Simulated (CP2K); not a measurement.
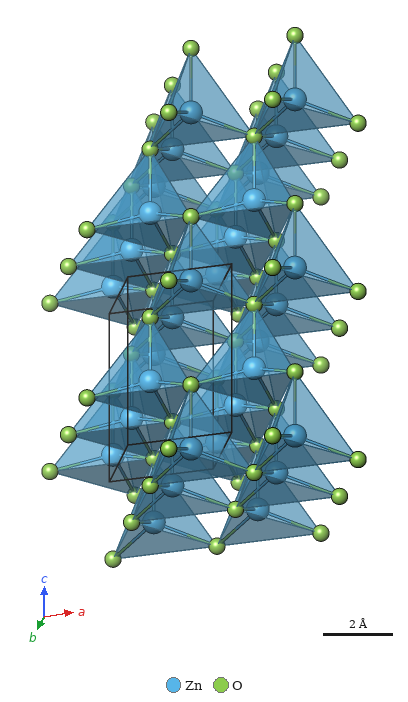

Fig. 1: The structure as given in the input (polyhedral view of the cell of the calculation, repeated 2 × 3 × 2, seen at an oblique angle; polyhedra are completed across the faces of the cell).

**Single-point calculation of ZnO**

The run: single-point calculation of ZnO (P6₃mc, 4 atoms in the cell). Method and program: with the settings of its input (CP2K 2026.2).

The structure derives from an entry of the Crystallography Open Database. The geometry comes from this level: r2SCAN. It belongs to a series of runs on one base structure; here: XC_FUNCTIONAL = BLYP.

The input
```
&GLOBAL
 PROJECT run
 RUN_TYPE ENERGY_FORCE
 PRINT_LEVEL LOW
&END GLOBAL
&FORCE_EVAL
 METHOD QS
 STRESS_TENSOR ANALYTICAL
 &DFT
  BASIS_SET_FILE_NAME BASIS_MOLOPT
  POTENTIAL_FILE_NAME GTH_POTENTIALS
  &QS
   EXTRAPOLATION USE_GUESS
  &END QS
  &MGRID
   CUTOFF 500
   REL_CUTOFF 50
  &END MGRID
  &XC
   &XC_FUNCTIONAL BLYP
   &END XC_FUNCTIONAL
  &END XC
  &KPOINTS
   SCHEME MONKHORST-PACK 5 5 5
   SYMMETRY F
   FULL_GRID F
  &END KPOINTS
  &SCF
   ADDED_MOS 10
   EPS_SCF 1e-6
   MAX_SCF 80
   &DIAGONALIZATION
   &END DIAGONALIZATION
   &MIXING
    METHOD BROYDEN_MIXING
    ALPHA 0.3
   &END MIXING
   &SMEAR
    METHOD FERMI_DIRAC
    ELECTRONIC_TEMPERATURE [K] 232
   &END SMEAR
   &PRINT
    &ITERATION_INFO
    &END ITERATION_INFO
   &END PRINT
  &END SCF
  &PRINT
   &BAND_STRUCTURE
    FILE_NAME bands.bs
    ADDED_MOS 6
    &KPOINT_SET
     UNITS B_VECTOR
     SPECIAL_POINT 0.00000000 0.00000000 0.00000000
     NPOINTS 0
    &END KPOINT_SET
    &KPOINT_SET
     UNITS B_VECTOR
     SPECIAL_POINT 0.50000000 0.00000000 0.00000000
     NPOINTS 0
    &END KPOINT_SET
    &KPOINT_SET
     UNITS B_VECTOR
     SPECIAL_POINT 0.33333333 0.33333333 0.00000000
     NPOINTS 0
    &END KPOINT_SET
    &KPOINT_SET
     UNITS B_VECTOR
     SPECIAL_POINT 0.00000000 0.00000000 0.50000000
     NPOINTS 0
    &END KPOINT_SET
    &KPOINT_SET
     UNITS B_VECTOR
     SPECIAL_POINT 0.50000000 0.00000000 0.50000000
     NPOINTS 0
    &END KPOINT_SET
    &KPOINT_SET
     UNITS B_VECTOR
     SPECIAL_POINT 0.33333333 0.33333333 0.50000000
     NPOINTS 0
    &END KPOINT_SET
   &END BAND_STRUCTURE
  &END PRINT
 &END DFT
 &SUBSYS
  &CELL
   A 3.23535221 0.00000000 0.00000000
   B -1.61767611 2.80189720 0.00000000
   C 0.00000000 -0.00000000 5.21091312
  &END CELL
  &COORD
   SCALED
   Zn 0.33333333 0.66666667 0.49965511
   Zn 0.66666667 0.33333333 -0.00034489
   O 0.66666667 0.33333333 0.37935489
   O 0.33333333 0.66666667 0.87935489
  &END COORD
  &KIND Zn
   BASIS_SET DZVP-MOLOPT-SR-GTH
   POTENTIAL GTH-PBE
  &END KIND
  &KIND O
   BASIS_SET DZVP-MOLOPT-SR-GTH
   POTENTIAL GTH-PBE
  &END KIND
 &END SUBSYS
 &PRINT
  &STRESS_TENSOR
  &END STRESS_TENSOR
  &FORCES
  &END FORCES
 &END PRINT
&END FORCE_EVAL
```

Hardware: 2 threads of Arm Neoverse V1, 24 GiB of memory available, shared host.

Launch command:
```bash
cp2k.psmp -i run.inp
```

The program's output
```
n_b1sb

 CP2K| version string:                                       CP2K version 2026.2
 CP2K|            -lib tblite libvori libbqb
 CP2K| Input file name                                                   run.inp

 GLOBAL| Force Environment number                                              1
 GLOBAL| Cholesky decomposition library                                ScaLAPACK
 GLOBAL| Direct generalized diagonalization requested                          F
 GLOBAL| Matrix multiplication library                                 ScaLAPACK

 GENERATE|  Preliminary Number of Bonds generated:                             0
 GENERATE|  Achieved consistency in connectivity generation.

 *******************************************************************************
 *******************************************************************************
 **                                                                           **
 **     #####                         ##              ##                      **
 **    ##   ##            ##          ##              ##                      **
 **   ##     ##                       ##            ######                    **
 **   ##     ##  ##   ##  ##   #####  ##  ##   ####   ##    #####    #####    **
 **   ##     ##  ##   ##  ##  ##      ## ##   ##      ##   ##   ##  ##   ##   **
 **   ##  ## ##  ##   ##  ##  ##      ####     ###    ##   ######   ######    **
 **    ##  ###   ##   ##  ##  ##      ## ##      ##   ##   ##       ##        **
 **     #######   #####   ##   #####  ##  ##  ####    ##    #####   ##        **
 **           ##                                                    ##        **
 **                                                                           **
 **                                                ... make the atoms dance   **
 **                                                                           **
 **                      J. Chem. Phys. 152, 194103 (2020)                    **
 **                                                                           **
 *******************************************************************************

 TOTAL NUMBERS AND MAXIMUM NUMBERS

  Total number of            - Atomic kinds:                                   2
                             - Atoms:                                          4
                             - Shell sets:                                     4
                             - Shells:                                        24
                             - Primitive Cartesian functions:                 22
                             - Cartesian basis functions:                     88
                             - Spherical basis functions:                     76

  Maximum angular momentum of- Orbital basis functions:                        3
                             - Local part of the GTH pseudopotential:          2
                             - Non-local part of the GTH pseudopotential:      4

 SCF PARAMETERS         Density guess:                                    ATOMIC
                        --------------------------------------------------------
                        max_scf:                                              80
                        max_scf_history:                                       0
                        max_diis:                                              4
                        --------------------------------------------------------
                        eps_scf:                                        1.00E-06
                        eps_scf_history:                                0.00E+00
                        eps_diis:                                       1.00E-01
                        eps_eigval:                                     1.00E-05
                        --------------------------------------------------------
                        level_shift [a.u.]:                             0.000000
                        added MOs                                        10    0
                        --------------------------------------------------------
                        Mixing method:                            BROYDEN_MIXING
                                                charge density mixing in g-space
                        --------------------------------------------------------
                        Smear method:                                FERMI_DIRAC
                        Electronic temperature [K]:                        232.0
                        Electronic temperature [a.u.]:                  7.35E-04
                        Accuracy threshold:                             1.00E-10
                        --------------------------------------------------------
                        No outer SCF

 Extrapolation method: initial_guess

 Number of electrons:                                                         36
 Number of occupied orbitals:                                                 18
 Number of molecular orbitals:                                                28

 Number of orbital functions:                                                 76
 Number of independent orbital functions:                                     76

 SCF WAVEFUNCTION OPTIMIZATION

  ------------------------------------------------------------------------------
     1 NoMix/Diag. 0.30E+00    1.2     1.85293084      -153.3008441273 -1.53E+02
     2 Broy./Diag. 0.30E+00    1.7     0.28462413      -149.4825801846  3.82E+00
     3 Broy./Diag. 0.30E+00    1.7     0.05571628      -152.7525401370 -3.27E+00
     4 Broy./Diag. 0.30E+00    1.7     0.00811265      -153.2058643752 -4.53E-01
     5 Broy./Diag. 0.30E+00    1.7     0.00684514      -153.1757481380  3.01E-02
     6 Broy./Diag. 0.30E+00    1.7     0.00191941      -153.1942909873 -1.85E-02
     7 Broy./Diag. 0.30E+00    1.7     0.00008381      -153.1658265032  2.85E-02
     8 Broy./Diag. 0.30E+00    1.7     0.00010138      -153.1677028669 -1.88E-03
     9 Broy./Diag. 0.30E+00    1.7     0.00000253      -153.1679092233 -2.06E-04
    10 Broy./Diag. 0.30E+00    1.7     0.00000570      -153.1678810142  2.82E-05
    11 Broy./Diag. 0.30E+00    1.7     0.00000076      -153.1678951090 -1.41E-05

  *** SCF run converged in    11 steps ***

  Electronic density on regular grids:        -35.9999999494        0.0000000506
  Core density on regular grids:               35.9999999974       -0.0000000026
  Total charge density on r-space grids:        0.0000000480
  Total charge density g-space grids:           0.0000000480

  Overlap energy of the core charge distribution:               0.00000000682404
  Self energy of the core charge distribution:               -242.35300245383482
  Core Hamiltonian energy:                                     75.13382056631600
  Hartree energy:                                              39.25607223141275
  Exchange-correlation energy:                                -25.20478545970993
  Electronic entropic energy:                                  -0.00000000000007
  Fermi energy:                                                 0.16974852974747

  Total energy:                                              -153.16789510899198
  Total energy (extrapolated to T->0):                       -153.16789510899196

 KPOINTS| Band Structure Calculation
 KPOINTS| Number of k-point sets                                               6
 KPOINTS| Number of added MOs/bands                                            6
 KPOINTS| Number of k-points in set    1                                       1
 KPOINTS| In units of b-vector [2pi/Bohr]
 KPOINTS| Special point     1 not specifi     0.000000     0.000000     0.000000
 KPOINTS| Time for k-point line                                            0.008
 KPOINTS| Number of k-points in set    2                                       1
 KPOINTS| In units of b-vector [2pi/Bohr]
 KPOINTS| Special point     1 not specifi     0.500000     0.000000     0.000000
 KPOINTS| Time for k-point line                                            0.008
 KPOINTS| Number of k-points in set    3                                       1
 KPOINTS| In units of b-vector [2pi/Bohr]
 KPOINTS| Special point     1 not specifi     0.333333     0.333333     0.000000
 KPOINTS| Time for k-point line                                            0.008
 KPOINTS| Number of k-points in set    4                                       1
 KPOINTS| In units of b-vector [2pi/Bohr]
 KPOINTS| Special point     1 not specifi     0.000000     0.000000     0.500000
 KPOINTS| Time for k-point line                                            0.008
 KPOINTS| Number of k-points in set    5                                       1
 KPOINTS| In units of b-vector [2pi/Bohr]
 KPOINTS| Special point     1 not specifi     0.500000     0.000000     0.500000
 KPOINTS| Time for k-point line                                            0.008
 KPOINTS| Number of k-points in set    6                                       1
 KPOINTS| In units of b-vector [2pi/Bohr]
 KPOINTS| Special point     1 not specifi     0.333333     0.333333     0.500000
 KPOINTS| Time for k-point line                                            0.008

 ENERGY| Total FORCE_EVAL ( QS ) energy [hartree]           -153.167897443019797

 FORCES| Atomic forces [hartree/bohr]
 FORCES|   Atom     x               y               z               |f|
 FORCES|      1 -8.67226078E-06  4.98640394E-06  5.22211029E-04   5.22306836E-04
 FORCES|      2  8.67223772E-06 -4.98841555E-06  5.22177919E-04   5.22273752E-04
 FORCES|      3  7.03779483E-06 -4.06537472E-06  7.47968562E-03   7.47969004E-03
 FORCES|      4 -7.03779565E-06  4.06740744E-06  7.47966260E-03   7.47966702E-03
 FORCES| Sum    -2.38749663E-11  2.11001219E-11  1.60037372E-02
 FORCES| Total atomic force                                       1.60037372E-02

 STRESS| Analytical stress tensor [bar]
 STRESS|                        x                   y                   z
 STRESS|      x        1.31900762007E+05  -1.37747642513E+02   3.89847063786E-07
 STRESS|      y       -1.37747642513E+02   1.31741737203E+05  -7.88030023175E-03
 STRESS|      z        3.89847063786E-07  -7.88030023175E-03   1.34358354972E+05
 STRESS| 1/3 Trace                                             1.32666951394E+05
 STRESS| Determinant                                           2.33472048641E+15

 STRESS| Eigenvectors and eigenvalues of the analytical stress tensor [bar]
 STRESS|                        1                   2                   3
 STRESS| Eigenvalues   1.31662200446E+05   1.31980298765E+05   1.34358354972E+05
 STRESS|      x           0.500038281078      0.866003301066      0.000000169460
 STRESS|      y           0.866003301062     -0.500038281075     -0.000003020557
 STRESS|      z           0.000002531076     -0.000001657147      0.999999999995
```

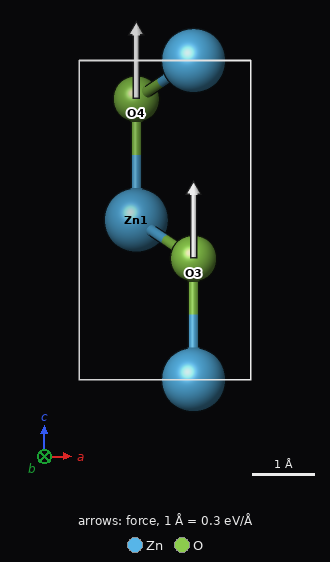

Fig. 2: Forces on the atoms as white arrows (ball-and-stick view of the cell of the calculation, along the b axis; atoms are numbered from 1 in the order of the input); the smallest are left out. The largest act on O3, O4 (0.38 eV/Å). The geometry is not a stationary point of this energy.

Key numbers

| quantity | value |
| --- | --- |
| outcome | converged |
| space group (tolerance 0.01 Å) | P6₃mc (186) |
| electrons treated | 36 |
| free energy | −4167.9108 eV |
| band gap | 0.97 eV |
| pressure | 13.27 GPa |
| largest force (length of the vector) | 0.385 eV/Å |
| wall time | 25 s (CPU time 42 s) |
| peak memory | 0.33 GiB |

Notes

Settings chosen away from the usual ones: XC_FUNCTIONAL = BLYP. The cell is under a pressure of 13.3 GPa at this level, so it is not at its equilibrium volume.
